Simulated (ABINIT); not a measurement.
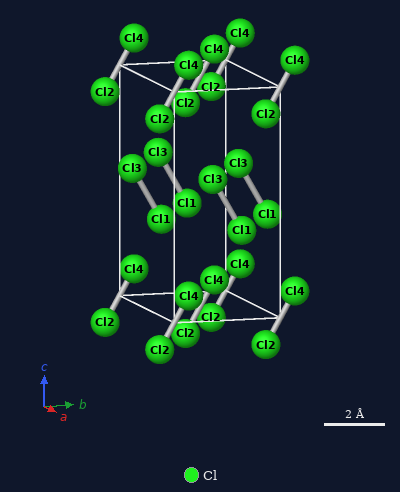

Figure 1. The structure as given in the input (ball-and-stick view of the cell 2 times as large as that of the calculation, set on its symmetry axes, seen slightly off an axis; atoms are numbered from 1 in the order of the input). An atom can appear more than once, as a periodic image. Near neighbours in the periodic cell (some may lie outside the picture): Cl has 1 Cl at 2.03 Å.

## Cl: dielectric calculation (part 1 of 3)

Cl (4 atoms in the cell), computed with Kohn-Sham DFT of a periodic cell, LDA, HGH LDA, no spin polarisation (ABINIT 10.8.3).

The structure derives from an entry of the Crystallography Open Database.

The input:
```
ndtset 3

pp_dirpath "./"
pseudos "Cl.hgh"

acell 3.6027461189 3.6027461189 7.78880994 Angstrom
rprim
     0.8577063351    -0.5141399058     0.0000000000
     0.8577063351     0.5141399058     0.0000000000
     0.0000000000     0.0000000000     1.0000000000
ntypat 1
znucl 17
natom 4
typat 1 1 1 1
chkprim 0
chksymtnons 0
tolsym 1.0e-6
xred
   0.3635759100   0.6364240900   0.3868913000
   0.1364240900   0.8635759100   0.8868913000
   0.6364240900   0.3635759100   0.6131087000
   0.8635759100   0.1364240900   0.1131087000

ecut 38.0
ecutsm 0.5

ngkpt 6 6 4
nshiftk 1
shiftk 0.0 0.0 0.0

ixc 7

nband 14
occopt 1

nstep 80
diemac 6.0

prteig 0
prtebands 0
prtwf 0
prtden 0
prtpot 0

kptopt1 1
tolvrs1 1.0e-15
prtwf1 1

iscf2 -3
rfelfd2 2
rfdir2 1 1 1
getwfk2 1
kptopt2 2
nqpt2 1
qpt2 0.0 0.0 0.0
tolwfr2 1.0e-18
prtwf2 1

rfelfd3 3
rfdir3 1 1 1
getwfk3 1
getddk3 2
kptopt3 2
nqpt3 1
qpt3 0.0 0.0 0.0
tolvrs3 1.0e-8
```

File mrgddb.in:
```
merged_DDB
Cl
2
runo_DS1_DDB
runo_DS3_DDB
```

File anaddb.abi:
```
ddb_filepath "merged_DDB"
output_file "anaddb.abo"
outdata_prefix "ana"
asr 1
chneut 1
dipdip 1
dieflag 2
enunit 0
```

Launched with:
```bash
mpirun --bind-to none -np 4 abinit run.abi > log 2>&1
mrgddb < mrgddb.in > mrgddb.log 2>&1
anaddb anaddb.abi > anaddb.log 2>&1
```

The program's output:
```
.Version 10.8.3 of ABINIT
 DATASET    1 : space group Cm c a (# 64); Bravais oC (1-face-center ortho.)
================================================================================
 Values of the parameters that define the memory need for DATASET  1.
     intxc =       0    ionmov =       0      iscf =       7    lmnmax =       3
     lnmax =       3     mgfft =      90  mpssoang =       2    mqgrid =    4085
     natom =       4  nloc_mem =       1    nspden =       1   nspinor =       1
    nsppol =       1      nsym =       8    n1xccc =       0    ntypat =       1
    occopt =       1   xclevel =       1
       mpw =        6775          nfft =      144000          nkpt =          39
================================================================================
================================================================================

 DATASET    2 : space group Cm c a (# 64); Bravais oC (1-face-center ortho.)
================================================================================
 Values of the parameters that define the memory need for DATASET  2 (RF).
     intxc =       0      iscf =      -3    lmnmax =       3     lnmax =       3
     mgfft =      90  mpssoang =       2    mqgrid =    4085     natom =       4
  nloc_mem =       1    nspden =       1   nspinor =       1    nsppol =       1
      nsym =       8    n1xccc =       0    ntypat =       1    occopt =       1
   xclevel =       1
      nfft =      144000          nkpt =          76
================================================================================
================================================================================

 DATASET    3 : space group Cm c a (# 64); Bravais oC (1-face-center ortho.)
================================================================================
 Values of the parameters that define the memory need for DATASET  3 (RF).
     intxc =       0      iscf =       7    lmnmax =       3     lnmax =       3
     mgfft =      90  mpssoang =       2    mqgrid =    4085     natom =       4
  nloc_mem =       1    nspden =       1   nspinor =       1    nsppol =       1
      nsym =       8    n1xccc =       0    ntypat =       1    occopt =       1
   xclevel =       1
      nfft =      144000          nkpt =          76
================================================================================
================================================================================

--------------------------------------------------------------------------------
------------- Echo of variables that govern the present computation ------------
--------------------------------------------------------------------------------
 -outvars: echo values of preprocessed input variables --------
            acell      6.8082034659E+00  6.8082034659E+00  1.4718717633E+01 Bohr
              amu      3.54527000E+01
          chkprim           0
      chksymtnons           0
           diemac      6.00000000E+00
             ecut      3.80000000E+01 Hartree
           ecutsm      5.00000000E-01 Hartree
           getddk1          0
           getddk2          0
           getddk3          2
           getwfk1          0
           getwfk2          1
           getwfk3          1
             iscf1          7
             iscf2         -3
             iscf3          7
                       outvar_i_n : Printing only first  50 k-points.
              ixc           7
           jdtset        1    2    3
                       outvar_i_n : Printing only first  50 k-points.
           kptopt1          1
           kptopt2          2
           kptopt3          2
         kptrlatt        6    0    0      0    6    0      0    0    4
          kptrlen      4.08492208E+01
            natom           4
            nband1         14
            nband2         14
            nband3         14
           ndtset           3
            ngfft          40      40      90
             nkpt1         39
             nkpt2         76
             nkpt3         76
             nqpt1          0
             nqpt2          1
             nqpt3          1
            nstep          80
             nsym           8
           ntypat           1
        optdriver1          0
        optdriver2          1
        optdriver3          1
           prtden           0
        prtebands           0
           prteig           0
            prtwf1          1
            prtwf2          1
            prtwf3          0
           rfelfd1          0
           rfelfd2          2
           rfelfd3          3
            rprim      8.5770633510E-01 -5.1413990580E-01  0.0000000000E+00
                       8.5770633510E-01  5.1413990580E-01  0.0000000000E+00
                       0.0000000000E+00  0.0000000000E+00  1.0000000000E+00
          spgroup          64
           tolsym      1.00000000E-06
           tolvrs1     1.00000000E-15
           tolvrs2     0.00000000E+00
           tolvrs3     1.00000000E-08
           tolwfr1     0.00000000E+00
           tolwfr2     1.00000000E-18
           tolwfr3     0.00000000E+00
            typat      1  1  1  1
                       outvars : Printing only first  50 k-points.
           xangst      3.0900981699E+00  5.0540092666E-01  3.0134228031E+00
                       3.0900981699E+00  1.3469146235E+00  6.9078277731E+00
                       3.0900981699E+00 -5.0540092666E-01  4.7753871369E+00
                       3.0900981699E+00 -1.3469146235E+00  8.8098216686E-01
            xcart      5.8394392434E+00  9.5506933516E-01  5.6945437995E+00
                       5.8394392434E+00  2.5452997535E+00  1.3053902616E+01
                       5.8394392434E+00 -9.5506933516E-01  9.0241738338E+00
                       5.8394392434E+00 -2.5452997535E+00  1.6648150172E+00
             xred      3.6357591000E-01  6.3642409000E-01  3.8689130000E-01
                       1.3642409000E-01  8.6357591000E-01  8.8689130000E-01
                       6.3642409000E-01  3.6357591000E-01  6.1310870000E-01
                       8.6357591000E-01  1.3642409000E-01  1.1310870000E-01
            znucl       17.00000

================================================================================

 chkinp: Checking input parameters for consistency, jdtset=   1.

 chkinp: Checking input parameters for consistency, jdtset=   2.

 chkinp: Checking input parameters for consistency, jdtset=   3.

================================================================================
== DATASET  1 ==================================================================

--- !DatasetInfo
iteration_state: {dtset: 1, }
dimensions: {natom: 4, nkpt: 39, mband: 14, nsppol: 1, nspinor: 1, nspden: 1, mpw: 6775, }
cutoff_energies: {ecut:  38.0, pawecutdg:  -1.0, }
electrons: {nelect:   2.80000000E+01, charge:   0.00000000E+00, occopt:   1.00000000E+00, tsmear:   1.00000000E-02, }
meta: {optdriver: 0, ionmov: 0, optcell: 0, iscf: 7, paral_kgb: 0, }
...

 Exchange-correlation functional for the present dataset will be:
  LDA: Perdew-Wang 92 LSD fit to Ceperley-Alder data - ixc=7
  J.P.Perdew and Y.Wang, PRB 45, 13244 (1992)

 Real(R)+Recip(G) space primitive vectors, cartesian coordinates (Bohr,Bohr^-1):
 R(1)=  5.8394392 -3.5003691  0.0000000  G(1)=  0.0856247 -0.1428421  0.0000000
 R(2)=  5.8394392  3.5003691  0.0000000  G(2)=  0.0856247  0.1428421  0.0000000
 R(3)=  0.0000000  0.0000000 14.7187176  G(3)=  0.0000000  0.0000000  0.0679407
 Unit cell volume ucvol=  6.0170685E+02 bohr^3
 Angles (23,13,12)=  9.00000000E+01  9.00000000E+01  6.18799648E+01 degrees

 getcut: wavevector=  0.0000  0.0000  0.0000  ngfft=  40  40  90
         ecut(hartree)=     38.000   => boxcut(ratio)=   2.11786

--- Pseudopotential description ------------------------------------------------
- pspini: atom type   1  psp file is ./Cl.hgh
  17.00000   7.00000     10605                znucl, zion, pspdat
    3    1    1    0      2001   0.00000      pspcod,pspxc,lmax,lloc,mmax,r2well

 pspatm : COMMENT -
  the projectors are not normalized,
  so that the KB energies are not consistent with
  definition in PRB44, 8503 (1991).
  However, this does not influence the results obtained hereafter.

  -6.50957929E+00                                ecore*ucvol(ha*bohr**3)
--------------------------------------------------------------------------------

================================================================================

--- !BeginCycle
iteration_state: {dtset: 1, }
solver: {iscf: 7, nstep: 80, nline: 4, wfoptalg: 0, }
tolerances: {tolvrs: 1.00E-15, }
...

     iter   Etot(hartree)      deltaE(h)  residm     vres2
 ETOT  1  -59.832979114184    -5.983E+01 6.121E-02 2.292E+02
 ETOT  2  -59.942356891180    -1.094E-01 2.368E-03 5.270E+00
 ETOT  3  -59.943305826536    -9.489E-04 6.992E-05 6.745E-01
 ETOT  4  -59.943372599089    -6.677E-05 8.117E-06 4.094E-02
 ETOT  5  -59.943378476750    -5.878E-06 3.238E-07 1.792E-03
 ETOT  6  -59.943378745373    -2.686E-07 5.952E-08 1.330E-05
 ETOT  7  -59.943378750109    -4.735E-09 2.740E-09 6.657E-07
 ETOT  8  -59.943378750383    -2.741E-10 4.932E-10 2.364E-08
 ETOT  9  -59.943378750399    -1.609E-11 2.109E-11 1.512E-09
 ETOT 10  -59.943378750400    -1.663E-12 4.120E-12 1.235E-11
 ETOT 11  -59.943378750400     4.121E-13 1.636E-13 7.476E-12
 ETOT 12  -59.943378750400    -1.137E-13 3.399E-14 9.996E-14
 ETOT 13  -59.943378750400    -1.563E-13 1.320E-15 2.730E-15
 ETOT 14  -59.943378750400     9.948E-14 2.843E-16 2.714E-15
 ETOT 15  -59.943378750399     1.414E-12 1.043E-17 4.896E-17

 At SCF step   15       vres2   =  4.90E-17 < tolvrs=  1.00E-15 =>converged.

 Cartesian components of stress tensor (hartree/bohr^3)
  sigma(1 1)=  2.53446340E-07  sigma(3 2)=  0.00000000E+00
  sigma(2 2)= -8.87446893E-08  sigma(3 1)=  0.00000000E+00
  sigma(3 3)=  5.51561472E-07  sigma(2 1)=  0.00000000E+00

--- !ResultsGS
iteration_state: {dtset: 1, }
comment   : Summary of ground state results
lattice_vectors:
- [  5.8394392,  -3.5003691,   0.0000000, ]
- [  5.8394392,   3.5003691,   0.0000000, ]
- [  0.0000000,   0.0000000,  14.7187176, ]
lattice_lengths: [   6.80820,    6.80820,   14.71872, ]
lattice_angles: [ 90.000,  90.000,  61.880, ] # degrees, (23, 13, 12)
lattice_volume:   6.0170685E+02
convergence: {deltae:  1.414E-12, res2:  4.896E-17, residm:  1.043E-17, diffor: null, }
etotal    :  -5.99433788E+01
entropy   :   0.00000000E+00
fermie    :   1.11235488E-01
cartesian_stress_tensor: # hartree/bohr^3
- [  2.53446340E-07,   0.00000000E+00,   0.00000000E+00, ]
- [  0.00000000E+00,  -8.87446893E-08,   0.00000000E+00, ]
- [  0.00000000E+00,   0.00000000E+00,   5.51561472E-07, ]
pressure_GPa:  -7.0244E-03
xred      :
- [  3.6358E-01,   6.3642E-01,   3.8689E-01, Cl]
- [  1.3642E-01,   8.6358E-01,   8.8689E-01, Cl]
- [  6.3642E-01,   3.6358E-01,   6.1311E-01, Cl]
- [  8.6358E-01,   1.3642E-01,   1.1311E-01, Cl]
cartesian_forces: # hartree/bohr
- [ -1.54528975E-21,   3.64517245E-05,   1.31091396E-05, ]
- [  3.84859224E-22,  -3.64517245E-05,   1.31091396E-05, ]
- [  3.84859224E-22,  -3.64517245E-05,  -1.31091396E-05, ]
- [  7.75571306E-22,   3.64517245E-05,  -1.31091396E-05, ]
force_length_stats: {min:   3.87372916E-05, max:   3.87372916E-05, mean:   3.87372916E-05, }
...

 Integrated electronic density in atomic spheres:
 ------------------------------------------------
 Atom  Sphere_radius  Integrated_density
    1        2.00000          4.97494762
    2        2.00000          4.97494762
    3        2.00000          4.97494762
    4        2.00000          4.97494762
================================================================================

 ----iterations are completed or convergence reached----

 Mean square residual over all n,k,spin=   39.175E-21; max=  10.434E-18
 reduced coordinates (array xred) for    4 atoms
       0.363575910000      0.636424090000      0.386891300000
       0.136424090000      0.863575910000      0.886891300000
       0.636424090000      0.363575910000      0.613108700000
       0.863575910000      0.136424090000      0.113108700000
 rms dE/dt=  1.5252E-04; max dE/dt=  1.9295E-04; dE/dt below (all hartree)
    1       0.000127594490     -0.000127594490     -0.000192949724
    2      -0.000127594490      0.000127594490     -0.000192949724
    3      -0.000127594490      0.000127594490      0.000192949724
    4       0.000127594490     -0.000127594490      0.000192949724

 cartesian coordinates (angstrom) at end:
    1      3.09009816993747     0.50540092665574     3.01342280313952
    2      3.09009816993747     1.34691462353682     6.90782777313952
    3      3.09009816993747    -0.50540092665574     4.77538713686048
    4      3.09009816993747    -1.34691462353682     0.88098216686048

 cartesian forces (hartree/bohr) at end:
    1     -0.00000000000000     0.00003645172450     0.00001310913961
    2      0.00000000000000    -0.00003645172450     0.00001310913961
    3      0.00000000000000    -0.00003645172450    -0.00001310913961
    4      0.00000000000000     0.00003645172450    -0.00001310913961
 frms,max,avg= 2.2364986E-05 3.6451725E-05   0.000E+00  0.000E+00  0.000E+00 h/b

 cartesian forces (eV/Angstrom) at end:
    1     -0.00000000000000     0.00187442303823     0.00067409906186
    2      0.00000000000000    -0.00187442303823     0.00067409906186
    3      0.00000000000000    -0.00187442303823    -0.00067409906186
    4      0.00000000000000     0.00187442303823    -0.00067409906186
 frms,max,avg= 1.1500538E-03 1.8744230E-03   0.000E+00  0.000E+00  0.000E+00 e/A
 length scales=  6.808203465898  6.808203465898 14.718717633348 bohr
              =  3.602746118900  3.602746118900  7.788809940000 angstroms
 Fermi (or HOMO) energy (hartree) =   0.11124   Average Vxc (hartree)=  -0.34760
 Eigenvalues (hartree) for nkpt=  39  k points:
 kpt#   1, nband= 14, wtk=  0.00694, kpt=  0.0000  0.0000  0.0000 (reduced coord)
  -0.52662   -0.50248   -0.39600   -0.33208   -0.12782   -0.04683    0.01167    0.01954
   0.02170    0.03313    0.05751    0.08413    0.09746    0.11124
 prteigrs : prtvol=0 or 1, do not print more k-points.

--- !EnergyTerms
iteration_state     : {dtset: 1, }
comment             : Components of total free energy in Hartree
kinetic             :  2.26236056294611E+01
hartree             :  9.49165328808803E+00
xc                  : -1.13917540279477E+01
Ewald energy        : -5.06009322607964E+01
psp_core            : -1.08185228766994E-02
local_psp           : -4.27496015932582E+01
non_local_psp       :  1.26944687369310E+01
total_energy        : -5.99433787503988E+01
total_energy_eV     : -1.63114243206623E+03
band_energy         : -3.34543246919960E+00
...

 Cartesian components of stress tensor (hartree/bohr^3)
  sigma(1 1)=  2.53446340E-07  sigma(3 2)=  0.00000000E+00
  sigma(2 2)= -8.87446893E-08  sigma(3 1)=  0.00000000E+00
  sigma(3 3)=  5.51561472E-07  sigma(2 1)=  0.00000000E+00

-Cartesian components of stress tensor (GPa)         [Pressure= -7.0244E-03 GPa]
- sigma(1 1)=  7.45664877E-03  sigma(3 2)=  0.00000000E+00
- sigma(2 2)= -2.61095890E-03  sigma(3 1)=  0.00000000E+00
- sigma(3 3)=  1.62274988E-02  sigma(2 1)=  0.00000000E+00

================================================================================
== DATASET  2 ==================================================================

--- !DatasetInfo
iteration_state: {dtset: 2, }
dimensions: {natom: 4, nkpt: 76, mband: 14, nsppol: 1, nspinor: 1, nspden: 1, mpw: 6775, }
cutoff_energies: {ecut:  38.0, pawecutdg:  -1.0, }
electrons: {nelect:   2.80000000E+01, charge:   0.00000000E+00, occopt:   1.00000000E+00, tsmear:   1.00000000E-02, }
meta: {optdriver: 1, rfelfd: 2, }
...

 mkfilename : getwfk/=0, take file _WFK from output of DATASET   1.

 Exchange-correlation functional for the present dataset will be:
  LDA: Perdew-Wang 92 LSD fit to Ceperley-Alder data - ixc=7
  J.P.Perdew and Y.Wang, PRB 45, 13244 (1992)
```
